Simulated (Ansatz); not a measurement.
**Single-point calculation, with input and output: MoSe$_{2}$**

The run: single-point calculation of MoSe$_{2}$ (6 atoms in the cell). Method and program: DFT PBE, scalar-relativistic, plane waves, PAW, no spin polarisation (Ansatz 0.2.0).

The structure derives from a Materials Project entry. It belongs to a series of runs on one base structure; here: band edges sought over the zone. Figures and captions count atoms from 1; the log counts them from 0 in places.

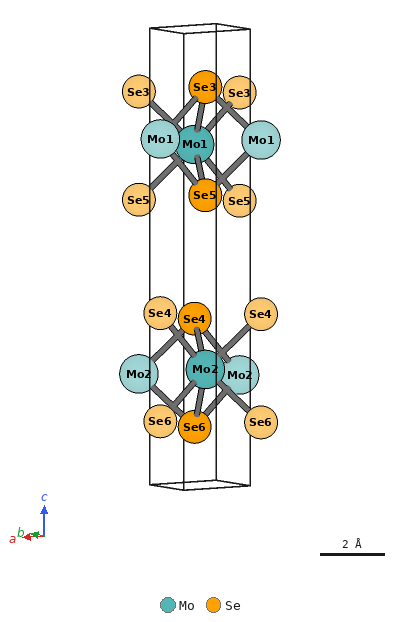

The structure (ball-and-stick view of the cell of the calculation, seen at an oblique angle; neighbours outside the cell are drawn fainter; atoms are numbered from 1 in the order of the input). Near neighbours in the crystal (not all of them lie inside the picture): Mo has 6 Se at 2.52 Å; Se has 3 Mo at 2.52 Å.

## The input
```yaml
crystal:
  lattice:
    - [3.2212871913, 0.0, 0.0]
    - [-1.6106435956, 2.7897165405, 0.0]
    - [0.0, 0.0, 14.384510316]
  atoms:
    - { symbol: Mo, position: [0.6666666667, 0.3333333333, 0.75] }
    - { symbol: Mo, position: [0.3333333333, 0.6666666667, 0.25] }
    - { symbol: Se, position: [0.3333333333, 0.6666666667, 0.8684998514] }
    - { symbol: Se, position: [0.6666666667, 0.3333333333, 0.3684998514] }
    - { symbol: Se, position: [0.3333333333, 0.6666666667, 0.6315001486] }
    - { symbol: Se, position: [0.6666666667, 0.3333333333, 0.1315001486] }
basis:
  ecutwfc: 420
kpoints:
  mp_grid: { grid: [9, 9, 2] }
  band_path: { path: [VBM, CBM], npoints: 2 }
hamiltonian:
  xc: pbe
scf:
  occupations: { method: gaussian, width: 0.02 }
output:
  forces: true
  stress: true
  eigenvalues: true
checkpoint:
  read: start.run
  write: ck
  compress: false
  write_wavefunctions: false
  write_every: 100000
```

Launch command:
```bash
ansatz run input.yaml --threads 1 --pin off --max-ram 2560MiB --backend cpu --events-out ev --progress --plain --runs-dir out
```

## The program's output
```
Engine: ansatz 0.2.0, x86_64-unknown-linux-gnu
Pseudopotentials: kind: paw
Pseudopotential: Mo, paw, valence charge 14, recommended cutoff 420 eV (normal), Mo.paw.azcp
Pseudopotential: Se, paw, valence charge 16, recommended cutoff 420 eV (normal), Se.paw.azcp
Functional definition: PBE
  parameter kappa = 0.804
  parameter beta = 0.06672455060314922
  exchange = pbe_x(kappa = kappa, mu = beta*pi^2/3)
  correlation = pbe_c(beta = beta)
Crystal: 6 atoms, lattice volume = 129.266 Å³
Basis set: ecut = 420 eV, 2581 PW (Γ), exchange–correlation on 48×48×200 points (8 copies of the dense FFT grid, shifted against one another)
Bands: 56, of which v1, the nominal top of the filled ones, is band 46 counted from 1 (45 counted from 0)
Symmetry: 24 space group operations
Space group: P63/mmc (ITA 194), of the structure as read, at distance tolerance 5.1e-5 Å
k-points: 24 of 162
Non-local potential: Mo, projectors of the file, l = 0: 3, l = 1: 2, l = 2: 2, l = 3: 1
Non-local potential: Se, projectors of the file, l = 0: 2, l = 1: 2, l = 2: 3, l = 3: 1
PAW form: soft (Blöchl's): semilocal exchange-correlation on the pseudo side does not see the compensation charge
PAW one-centre angular grid: Mo, 590 points (default); XC on 64 Gauss nodes
PAW one-centre angular grid: Se, 590 points (default); XC on 64 Gauss nodes
Initial density: read from a saved state, or passed on in memory by an earlier SCF of this step, an earlier step, the calling program or the single point that the run made first
Stability of the state it starts from, as read at its close in the unpolarized treatment: not read negative (Ritz values of 1 − χ₀K, real part plus size of imaginary part, from 1.0 to 1.9, by its mixing steps under the symmetry group of the SCF that read it)
Initial wavefunctions: pseudopotential atomic-orbital guess
Functional: x = pbe(κ = 0.804, μ = 0.2195149727645171), c = pbe(β = 0.06672455060314922)
iter 1 solved again at ethr=3.39e-8 eV; its pass at ethr=3.10e-3 eV (dr2=3.12e-5 eV) is discarded
SCF iter   1: F=—  HF=-31792.306421 eV  |F-HF|=—  |Δ(HF+E_count)|=         —  Δρ=2.03e-6  dr2=1.73e-8  ethr=3.39e-8  ⟨swp⟩=4.4  Hψ=9116  notcnv=0
preconditioner: auto → Resta (q_TF=auto, 2.578 Å⁻¹)  ε∞=6.1  [insulator: Δε(μ)=1.228 eV  Ē_g=8.643 eV  σ=0.020 eV  W_gap=1.00  n_scr=40 (ndim 8)  ℏωp=19.6 eV  f_vac=0.151  D(μ)=0.00/eV (n_scr^D=0)  ε∞_Penn≈6.1]
SCF iter   2: F=-31792.306421 eV  HF=-31792.306421 eV  |F-HF|=8.27e-9  |Δ(HF+E_count)|=   7.26e-7  Δρ=1.56e-6  dr2=7.46e-9  ethr=1.88e-11  ⟨swp⟩=7.0  Hψ=5020  notcnv=0
SCF 1 converged in 2 iterations: F = -31792.306421 eV  dr2 = 7.46e-9
  greatest PAW one-centre occupation: 1.000 electrons in one spin orbital (limit 2), on the Se atom at site 5 (counted from 0), in its partial waves of l = 2
NSCF: frozen V_eff on 28 k-points
NSCF: frozen V_eff on 28 k-points
NSCF: frozen V_eff on 28 k-points
NSCF: frozen V_eff on 28 k-points
NSCF: frozen V_eff on 9 k-points
NSCF: frozen V_eff on 11 k-points
NSCF: frozen V_eff on 8 k-points
NSCF: frozen V_eff on 16 k-points
NSCF: frozen V_eff on 6 k-points
NSCF: frozen V_eff on 13 k-points
NSCF: frozen V_eff on 7 k-points
NSCF: frozen V_eff on 5 k-points
NSCF: frozen V_eff on 13 k-points
NSCF: frozen V_eff on 4 k-points
NSCF: frozen V_eff on 3 k-points
SCF converged after 2 iterations
Free energy (F): -31792.306421 eV
Harris-Foulkes:  -31792.306421 eV  (|F-HF|=8.27e-9)
Internal energy: -31792.306421 eV  (E = F + TS)
E sigma→0 (E₀):  -31792.306421 eV
Fermi energy:    11.636498 eV
--- Per-component energies (eV) ---
  E_band       = -1728.944097
  E_kinetic    = 1361.946111
  E_local      = -13694.512693  (includes V_loc(G=0)·N_el)
  E_nonlocal   = -2095.926543
  E_hartree    = 6483.682686
  E_xc         = -786.911625
  E_vxc        = -854.950595  (∫ρ·V_xc dr)
  E_paw        = -14048.265139  (= ΣΔE_a)
  E_vpaw       = 587.130976  (= ΣTr[D̂ρ^β])
  E_aug_tail   = -0.002337  (compensation charges beyond the density's cutoff)
  E_ewald      = -9012.316880
  E_smearing   = -0.000000  (= −TS)
  E_closure    = 0.000000  (closes the sum)
  Σ components = -31792.306421   (vs F -31792.306421, Δ=0.00e0)
--- Forces (eV/Å), atoms counted from 1 ---
  atom   1  Mo     0.00000000    -0.00000000     0.00000000
  atom   2  Mo    -0.00000000     0.00000000    -0.00000000
  atom   3  Se    -0.00000000     0.00000000    -0.00433983
  atom   4  Se     0.00000000    -0.00000000    -0.00433983
  atom   5  Se     0.00000000     0.00000000     0.00433983
  atom   6  Se     0.00000000    -0.00000000     0.00433983
  max |Σ_I F_I| component: 2.31e-18 eV/Å
--- Stress (GPa, compression-positive) ---
        6.386026       0.000000       0.000000
       -0.000000       6.386026      -0.000000
        0.000000      -0.000000       0.279244
  P = ⅓ Tr σ = 4.3504 GPa (43.504 kbar)
--- Band table (eV; the first three rows and the last of 24) ---
  k-point 0: bands = ["-49.8000", "-49.8000", "-36.4511", "-36.4511", "-36.4511", "-36.4511", "-36.4508", "-36.4508", "-36.4508", "-36.4508", "-36.4111", "-36.4111", "-36.4111", "-36.4111", "-36.4103", "-36.4103", "-36.4103", "-36.4103", "-36.3965", "-36.3964", "-36.3949", "-36.3948", "-24.0019", "-24.0019", "-23.7318", "-23.7318", "-23.7317", "-23.7317", "-3.5331", "-3.4505", "-2.6016", "-2.4760", "5.0957", "5.5805", "8.1455", "9.0197", "9.0197", "9.0226", "9.0226", "9.4913", "10.0385", "10.0385", "10.0476", "10.0476", "10.0498", "10.7590", "14.0450", "14.0450", "14.0641", "14.0641", "14.2106", "14.2106", "14.2594", "14.2594", "16.5529", "17.4510"]
  k-point 1: bands = ["-49.8000", "-49.8000", "-36.4511", "-36.4511", "-36.4511", "-36.4511", "-36.4508", "-36.4508", "-36.4508", "-36.4508", "-36.4111", "-36.4111", "-36.4111", "-36.4111", "-36.4103", "-36.4103", "-36.4103", "-36.4103", "-36.3965", "-36.3965", "-36.3949", "-36.3949", "-24.0019", "-24.0019", "-23.7317", "-23.7317", "-23.7317", "-23.7317", "-3.4943", "-3.4943", "-2.5364", "-2.5364", "5.3124", "5.3124", "8.7073", "8.7073", "9.0212", "9.0212", "9.0212", "9.0212", "10.0430", "10.0430", "10.0430", "10.0430", "10.5403", "10.5403", "14.0531", "14.0531", "14.0531", "14.0531", "14.2365", "14.2365", "14.2365", "14.2365", "16.9799", "16.9799"]
  k-point 2: bands = ["-49.7964", "-49.7963", "-36.4510", "-36.4510", "-36.4508", "-36.4508", "-36.4504", "-36.4504", "-36.4501", "-36.4501", "-36.4112", "-36.4112", "-36.4112", "-36.4112", "-36.4107", "-36.4106", "-36.4104", "-36.4104", "-36.3962", "-36.3961", "-36.3945", "-36.3945", "-23.9935", "-23.9935", "-23.7705", "-23.7705", "-23.7405", "-23.7405", "-3.3481", "-3.2664", "-2.4905", "-2.3706", "5.3213", "5.8053", "7.9540", "8.5620", "8.5705", "8.8583", "9.2033", "9.2089", "9.7494", "9.7614", "9.9485", "10.0964", "10.2839", "10.6496", "13.4048", "13.5744", "13.6150", "13.6569", "13.9365", "14.0009", "14.2678", "14.3104", "17.2327", "18.3128"]
  k-point 23: bands = ["-49.7647", "-49.7647", "-36.4484", "-36.4484", "-36.4475", "-36.4475", "-36.4474", "-36.4474", "-36.4473", "-36.4473", "-36.4131", "-36.4131", "-36.4126", "-36.4126", "-36.4118", "-36.4118", "-36.4110", "-36.4110", "-36.3935", "-36.3935", "-36.3916", "-36.3916", "-23.9746", "-23.9746", "-23.9387", "-23.9387", "-23.9209", "-23.9209", "-1.1736", "-1.1736", "-1.1553", "-1.1553", "5.7319", "5.7319", "6.2311", "6.2311", "6.8263", "6.8263", "7.5017", "7.5017", "7.8618", "7.8618", "8.6150", "8.6150", "10.9784", "10.9784", "12.7482", "12.7482", "13.3285", "13.3285", "14.1531", "14.1531", "15.5483", "15.5483", "17.7130", "17.7130"]
```

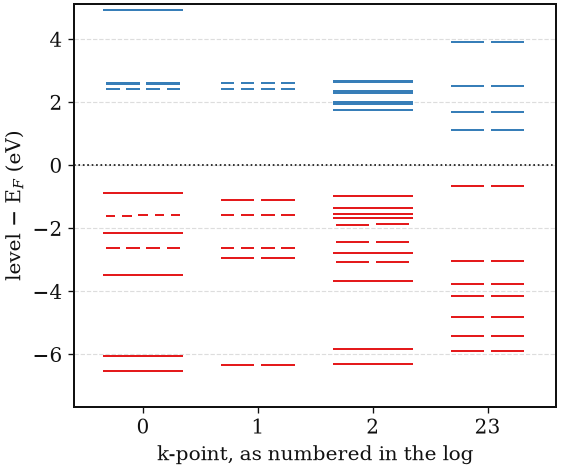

Kohn–Sham levels near the Fermi level (dotted) at the few k-points that the log prints; levels within 0.02 eV of each other stand side by side. Among these points the highest filled and lowest empty levels are 1.77 eV apart; the gap on the full mesh, 1.23 eV, has an edge at a point that isn't printed.

## Summary

- outcome: converged
- space group (tolerance 0.01 Å): P6₃/mmc (194)
- electrons treated: 92
- free energy: −31792.3064 eV
- Fermi energy: 11.636 eV
- gap on the k-point mesh: 1.23 eV
- gap on the band path: 1.13 eV
- pressure: 4.35 GPa
- largest force (length of the vector): 0.004 eV/Å
- hardware: 1 thread of AMD EPYC (Zen 3), 128 GiB of memory available, shared host
- wall time: 35 s
- peak memory: 0.5 GiB
